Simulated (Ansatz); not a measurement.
## Cr2O3: a changed input and its effect

System: Cr2O3 (10 atoms in the cell).
Method of the first run: DFT, PBE+U, PAW, plane waves, scalar-relativistic, Ueff = 3.7 eV on Cr d, no spin polarisation (Ansatz 0.2.0).

The structure derives from an entry of the Crystallography Open Database. Text and figures count atoms from 1; the logs count them from 0 in places.

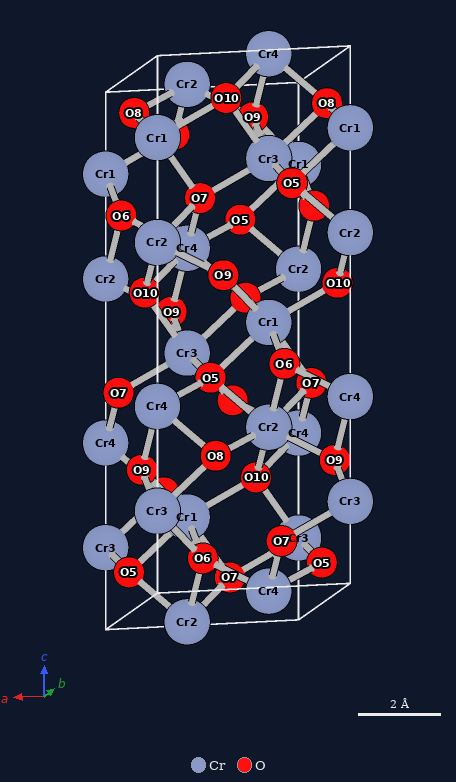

The structure as given in the input (ball-and-stick view of the cell 3 times as large as that of the calculation, set on its symmetry axes, seen at an oblique angle; atoms are numbered from 1 in the order of the input). An atom can appear more than once, as a periodic image. Near neighbours in the periodic cell (some may lie outside the picture): Cr has 6 O at 1.96 to 1.98 Å; O has 4 Cr at 1.96 to 1.98 Å.

Input file, the first run:
```yaml
crystal:
  lattice:
    - [2.45640009, 1.41820325, 4.48963]
    - [-2.45640009, 1.41820325, 4.48963]
    - [0.0, -2.8364065, 4.48963]
  atoms:
    - { symbol: Cr, position: [0.8475, 0.8475, 0.8475] }
    - { symbol: Cr, position: [0.6525, 0.6525, 0.6525] }
    - { symbol: Cr, position: [0.1525, 0.1525, 0.1525] }
    - { symbol: Cr, position: [0.3475, 0.3475, 0.3475] }
    - { symbol: O, position: [0.0519, 0.4481, 0.75] }
    - { symbol: O, position: [0.75, 0.0519, 0.4481] }
    - { symbol: O, position: [0.4481, 0.75, 0.0519] }
    - { symbol: O, position: [0.9481, 0.5519, 0.25] }
    - { symbol: O, position: [0.25, 0.9481, 0.5519] }
    - { symbol: O, position: [0.5519, 0.25, 0.9481] }
hamiltonian:
  xc: pbe
  pseudopotentials: { kind: paw }
  hubbard: { sites: [{ species: Cr, l: d, u_eff: 3.7 }] }
basis:
  ecutwfc: 420
kpoints:
  mp_grid: { grid: [4, 4, 4] }
scf:
  occupations: { method: gaussian, width: 0.02 }
  lower_state_search: "off"
output:
  forces: true
  stress: true
```

Launched with:
```bash
ansatz run input.yaml --threads 4 --pin off --max-ram 9216MiB --backend cpu --events-out ev --progress --plain --runs-dir out
```

Hardware: 4 threads of Intel Xeon @ 2.90GHz (Ice Lake), 32 GiB of memory available, shared host.

Output, shortened to warnings, some set-up lines, iterations and results (the first run):
```
Basis set: ecut = 420 eV, 1827 PW (Γ), exchange–correlation on 72×72×72 points (8 copies of the dense FFT grid, shifted against one another)
Symmetry: 12 space group operations
k-points: 13 of 64
Initial density: superposition of atomic densities (chi_scale 0.1, normalization cell, long waves of neutral atoms under a Hubbard term (reshape's long-wave potential 0.00 eV rms, cloud 2.05 Å wide))
[...]
SCF iter   1: F=—  HF=-16897.407996 eV  |F-HF|=—  |Δ(HF+E_count)|=         —  Δρ=6.61e-2  dr2=2.72e0  ethr=2.95e-3  ⟨swp⟩=1.0  Hψ=3206  notcnv=0
SCF iter   2: F=—  HF=-16898.692220 eV  |F-HF|=—  |Δ(HF+E_count)|=    1.28e0  Δρ=4.35e-2  dr2=5.66e-1  ethr=2.95e-3  ⟨swp⟩=2.1  Hψ=1115  notcnv=0
SCF iter   3: F=—  HF=-16899.781705 eV  |F-HF|=—  |Δ(HF+E_count)|=    1.09e0  Δρ=3.55e-2  dr2=7.99e-1  ethr=6.15e-4  ⟨swp⟩=3.2  Hψ=1525  notcnv=0  defer=52
SCF iter   4: F=—  HF=-16900.439439 eV  |F-HF|=—  |Δ(HF+E_count)|=   6.58e-1  Δρ=2.21e-2  dr2=3.59e-1  ethr=6.15e-4  ⟨swp⟩=3.0  Hψ=1370  notcnv=0  defer=52
SCF iter   5: F=—  HF=-16900.456969 eV  |F-HF|=—  |Δ(HF+E_count)|=   1.75e-2  Δρ=7.10e-3  dr2=2.79e-2  ethr=3.91e-4  ⟨swp⟩=2.0  Hψ=1001  notcnv=0  defer=52
SCF iter   6: F=—  HF=-16900.481963 eV  |F-HF|=—  |Δ(HF+E_count)|=   2.50e-2  Δρ=1.74e-3  dr2=2.13e-3  ethr=3.03e-5  ⟨swp⟩=2.3  Hψ=1072  notcnv=0  defer=52
SCF iter   7: F=—  HF=-16900.482365 eV  |F-HF|=—  |Δ(HF+E_count)|=   4.02e-4  Δρ=6.10e-4  dr2=2.52e-4  ethr=2.32e-6  ⟨swp⟩=2.0  Hψ=1090  notcnv=0  defer=52
SCF iter   8: F=—  HF=-16900.482673 eV  |F-HF|=—  |Δ(HF+E_count)|=   3.08e-4  Δρ=4.99e-4  dr2=2.36e-4  ethr=2.73e-7  ⟨swp⟩=2.0  Hψ=1301  notcnv=0  defer=52
SCF iter   9: F=—  HF=-16900.482682 eV  |F-HF|=—  |Δ(HF+E_count)|=   9.24e-6  Δρ=2.44e-4  dr2=5.97e-5  ethr=2.56e-7  ⟨swp⟩=2.0  Hψ=954  notcnv=0  defer=52
SCF iter  10: F=—  HF=-16900.482714 eV  |F-HF|=—  |Δ(HF+E_count)|=   3.22e-5  Δρ=3.38e-5  dr2=1.41e-6  ethr=6.49e-8  ⟨swp⟩=2.0  Hψ=1005  notcnv=0  defer=52
SCF iter  11: F=—  HF=-16900.482715 eV  |F-HF|=—  |Δ(HF+E_count)|=   4.03e-7  Δρ=1.18e-5  dr2=1.50e-7  ethr=1.54e-9  ⟨swp⟩=2.0  Hψ=1066  notcnv=0  defer=52
SCF iter  12: F=-16900.482715 eV  HF=-16900.482715 eV  |F-HF|=1.20e-8  |Δ(HF+E_count)|=   3.06e-9  Δρ=4.51e-6  dr2=1.78e-8  ethr=1.09e-10  ⟨swp⟩=4.0  Hψ=2224  notcnv=0
SCF 1 converged in 12 iterations: F = -16900.482715 eV  dr2 = 1.78e-8
SCF converged after 12 iterations
Free energy (F): -16900.482715 eV
Harris-Foulkes:  -16900.482715 eV  (|F-HF|=1.20e-8)
Internal energy: -16900.482051 eV  (E = F + TS)
E sigma→0 (E₀):  -16900.482383 eV
Entropy (-TS):   -0.000664 eV (-0.066 meV/atom)
Fermi energy:    13.156785 eV
--- Per-component energies (eV) ---
  E_band       = -833.148079
  E_kinetic    = 2419.316841
  E_local      = -7776.309283  (includes V_loc(G=0)·N_el)
  E_nonlocal   = 605.358947
  E_hartree    = 3179.689787
  E_xc         = -997.847118
  E_vxc        = -1273.102250  (∫ρ·V_xc dr)
  E_hubbard    = 13.118632  (on-site DFT+U / exact-exchange correction)
  E_vhub       = -7.370065  (the Hubbard potential's part of the band-sum identity)
  E_paw        = -5724.207551  (= ΣΔE_a)
  E_vpaw       = -1160.428930  (= ΣTr[D̂ρ^β])
  E_aug_tail   = 0.016538  (compensation charges beyond the density's cutoff)
  E_ewald      = -8619.618843
  E_smearing   = -0.000664  (= −TS)
  E_closure    = -0.000000  (closes the sum)
  Σ components = -16900.482715   (vs F -16900.482715, Δ=0.00e0)
--- Forces (eV/Å), atoms counted from 1 ---
  atom   1  Cr    -0.00000000     0.00000000     1.03578709
  atom   2  Cr    -0.00000000    -0.00000000    -1.03578709
  atom   3  Cr     0.00000000    -0.00000000    -1.03578709
  atom   4  Cr     0.00000000     0.00000000     1.03578709
  atom   5  O      1.12089966     0.00000000     0.00000000
  atom   6  O     -0.56044983     0.97072758     0.00000000
  atom   7  O     -0.56044983    -0.97072758    -0.00000000
  atom   8  O     -1.12089966     0.00000000     0.00000000
  atom   9  O      0.56044983    -0.97072758    -0.00000000
  atom  10  O      0.56044983     0.97072758     0.00000000
  max |Σ_I F_I| component: 5.55e-16 eV/Å
--- Stress (GPa, compression-positive) ---
        0.081437      -0.000000       0.000000
       -0.000000       0.081437       0.000000
       -0.000000       0.000000      16.423858
  P = ⅓ Tr σ = 5.5289 GPa (55.289 kbar)
Occupation matrices written to [file]
```

For the second run the input was changed thus:
```diff
+  write_density: true
+  write_potential: true
+  elf: true
+  volumetric_format: npy
+magnetization:
+  spin_polarized: true
```

How does the second run compare with the first run?

With the same functional and potentials, the second run lies 1093.8 meV per atom lower. The pressure goes from 5.53 to 20.42 GPa. The largest force goes from 1.121 to 0.847 eV/Å. With spin allowed, the absolute moment of the cell comes to 12.59 μB. No starting moments were typed, and other magnetic orders weren't tried. Exchange favours parallel spins in the open shell, so the polarised state lies below the unpolarised one. The number of SCF iterations is the same.

Output, shortened to warnings, some set-up lines, iterations and results (the second run):
```
Basis set: ecut = 420 eV, 1827 PW (Γ), exchange–correlation on 72×72×72 points (8 copies of the dense FFT grid, shifted against one another)
Symmetry: 12 space group operations
k-points: 13 of 64
Initial density: superposition of atomic densities (chi_scale 0.1, normalization cell, long waves kept (reshape's long-wave potential 0.00 eV rms))
[...]
SCF iter   1: F=—  HF=-16897.409285 eV  |F-HF|=—  |Δ(HF+E_count)|=         —  Δρ=3.30e-2 (↑3.30e-2 ↓3.30e-2)  dr2=2.72e0  dr2_m=0.00e0  M=0.000 μB ∫|m|=0.000 μB  β_m=0.30  …
SCF iter   2: F=—  HF=-16892.163698 eV  |F-HF|=—  |Δ(HF+E_count)|=    5.25e0  Δρ=1.93e-1 (↑1.93e-1 ↓1.85e-1)  dr2=7.43e-1  dr2_m=3.02e1  M=12.000 μB ∫|m|=12.000 μB  …
SCF iter   3: F=—  HF=-16901.014910 eV  |F-HF|=—  |Δ(HF+E_count)|=         —  Δρ=3.15e-2 (↑3.15e-2 ↓2.91e-2)  dr2=9.89e-1  dr2_m=3.24e-1  M=12.000 μB ∫|m|=12.025 μB  β_m=0.30 …
SCF iter   4: F=—  HF=-16906.056269 eV  |F-HF|=—  |Δ(HF+E_count)|=    5.04e0  Δρ=2.64e-2 (↑2.23e-2 ↓2.64e-2)  dr2=7.41e-1  dr2_m=2.15e-1  M=12.000 μB ∫|m|=12.049 μB  β_m=0.65 …
SCF iter   5: F=—  HF=-16911.503840 eV  |F-HF|=—  |Δ(HF+E_count)|=    5.45e0  Δρ=2.04e-2 (↑2.04e-2 ↓8.33e-3)  dr2=4.89e-1  dr2_m=3.85e-2  M=12.000 μB ∫|m|=12.434 μB  β_m=0.54 …
SCF iter   6: F=—  HF=-16911.404776 eV  |F-HF|=—  |Δ(HF+E_count)|=   9.91e-2  Δρ=4.63e-3 (↑4.63e-3 ↓4.16e-3)  dr2=1.57e-2  dr2_m=1.06e-2  M=12.000 μB ∫|m|=12.421 μB  β_m=0.76 …
SCF iter   7: F=—  HF=-16911.418190 eV  |F-HF|=—  |Δ(HF+E_count)|=   1.34e-2  Δρ=2.14e-3 (↑2.14e-3 ↓1.05e-3)  dr2=2.44e-3  dr2_m=1.79e-3  M=12.000 μB ∫|m|=12.523 μB  β_m=0.88 …
SCF iter   8: F=—  HF=-16911.420484 eV  |F-HF|=—  |Δ(HF+E_count)|=   2.29e-3  Δρ=5.37e-4 (↑5.37e-4 ↓2.39e-4)  dr2=5.35e-4  dr2_m=5.73e-5  M=12.000 μB ∫|m|=12.578 μB  β_m=0.94 …
SCF iter   9: F=—  HF=-16911.420515 eV  |F-HF|=—  |Δ(HF+E_count)|=   3.16e-5  Δρ=1.65e-4 (↑1.65e-4 ↓7.81e-5)  dr2=3.16e-5  dr2_m=3.33e-6  M=12.000 μB ∫|m|=12.586 μB  β_m=0.97 …
SCF iter  10: F=—  HF=-16911.420533 eV  |F-HF|=—  |Δ(HF+E_count)|=   1.79e-5  Δρ=5.90e-5 (↑5.51e-5 ↓5.90e-5)  dr2=1.11e-5  dr2_m=2.35e-8  M=12.000 μB ∫|m|=12.587 μB  β_m=0.99 …
SCF iter  11: F=—  HF=-16911.420535 eV  |F-HF|=—  |Δ(HF+E_count)|=   2.28e-6  Δρ=1.59e-5 (↑9.44e-6 ↓1.59e-5)  dr2=5.77e-7  dr2_m=3.44e-8  M=12.000 μB ∫|m|=12.587 μB  β_m=0.99 …
SCF iter  12: F=-16911.420536 eV  HF=-16911.420536 eV  |F-HF|=1.38e-8  |Δ(HF+E_count)|=   3.55e-7  Δρ=2.66e-6 (↑2.66e-6 ↓2.24e-6)  dr2=1.66e-8  dr2_m=2.49e-9  M=12.000 μB …
SCF 1 converged in 12 iterations: F = -16911.420536 eV  dr2 = 1.66e-8
SCF converged after 12 iterations
Magnetization: 12.0000 μB (52.0000 up, 40.0000 down)
Absolute magnetization: 12.5873 μB (∫|ρ↑−ρ↓|, with the PAW one-centre terms)
Spin contamination: 0.1147 ħ² per cell (⟨S²⟩ above its minimum at these occupations)
Per-site moments (μB) at R_I (Å): [(2.4643645180407354, 0.8068930210795973), (2.464364518040737, 0.8068930210795975), (2.464364518040735, 0.8068930210795974), (2.464364518040737, 0.8068930210795973), (-0.03651238570154503, 0.8068930210795974), (-0.036512385701544914, 0.8068930210795973), …
Free energy (F): -16911.420536 eV
Harris-Foulkes:  -16911.420536 eV  (|F-HF|=1.38e-8)
Internal energy: -16911.420536 eV  (E = F + TS)
E sigma→0 (E₀):  -16911.420536 eV
Fermi energy:    13.527798 eV
--- Per-component energies (eV) ---
  E_band       = -839.358141
  E_kinetic    = 2424.757041
  E_local      = -7794.951456  (includes V_loc(G=0)·N_el)
  E_nonlocal   = 612.972312
  E_hartree    = 3191.061904
  E_xc         = -1000.243403
  E_vxc        = -1276.092712  (∫ρ·V_xc dr)
  E_hubbard    = 7.914850  (on-site DFT+U / exact-exchange correction)
  E_vhub       = -16.298877  (the Hubbard potential's part of the band-sum identity)
  E_paw        = -5733.329661  (= ΣΔE_a)
  E_vpaw       = -1171.882540  (= ΣTr[D̂ρ^β])
  E_aug_tail   = 0.016719  (compensation charges beyond the density's cutoff)
  E_ewald      = -8619.618843
  E_smearing   = -0.000000  (= −TS)
  E_closure    = -0.000000  (closes the sum)
  Σ components = -16911.420536   (vs F -16911.420536, Δ=0.00e0)
--- Forces (eV/Å), atoms counted from 1 ---
  atom   1  Cr    -0.00000000    -0.00000000     0.84703786
  atom   2  Cr    -0.00000000     0.00000000    -0.84703786
  atom   3  Cr     0.00000000     0.00000000    -0.84703786
  atom   4  Cr     0.00000000    -0.00000000     0.84703786
  atom   5  O      0.25056316    -0.00000000    -0.00000000
  atom   6  O     -0.12528158     0.21699407     0.00000000
  atom   7  O     -0.12528158    -0.21699407    -0.00000000
  atom   8  O     -0.25056316    -0.00000000     0.00000000
  atom   9  O      0.12528158    -0.21699407    -0.00000000
  atom  10  O      0.12528158     0.21699407     0.00000000
  max |Σ_I F_I| component: 2.23e-16 eV/Å
--- Stress (GPa, compression-positive) ---
       20.714213      -0.000000       0.000000
        0.000000      20.714213       0.000000
        0.000000       0.000000      19.830372
  P = ⅓ Tr σ = 20.4196 GPa (204.196 kbar)
Occupation matrices written to [file]
```

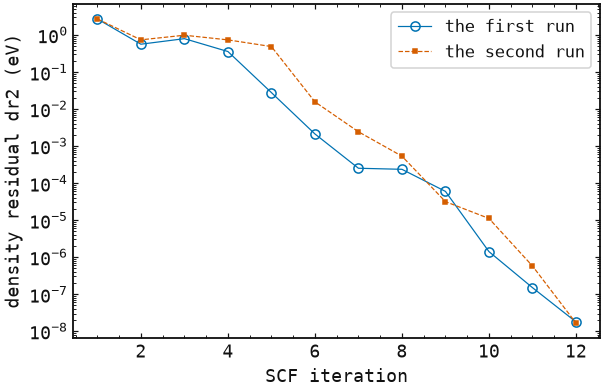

Convergence of the two runs: density residual dr2 against the SCF iteration. The first run takes 12 iterations in all, and the second run takes 12.

The two runs side by side:

| quantity | the first run | the second run |
| --- | --- | --- |
| outcome | converged | converged |
| free energy per atom (eV) | −1690.0483 | −1691.1421 |
| pressure (GPa) | 5.53 | 20.42 |
| largest force (eV/Å) | 1.121 | 0.847 |
| SCF iterations | 12 | 12 |
| irreducible k-points | 13 | 13 |
| plane waves at Γ | 1827 | 1827 |
| gap on the mesh (eV) | – | 2.63 |
| net moment of the cell (μB) | – | 12.00 |
| absolute moment of the cell (μB) | – | 12.59 |
| wall time (shared host) | 1.9 s | 3.6 s |

For the first run: The run has no spin polarisation, so a magnetic state may lie lower. For the second run: Warnings: spin is on but no starting moments are given. The cell is under a pressure of 20 GPa at this level, so it is not at its equilibrium volume.
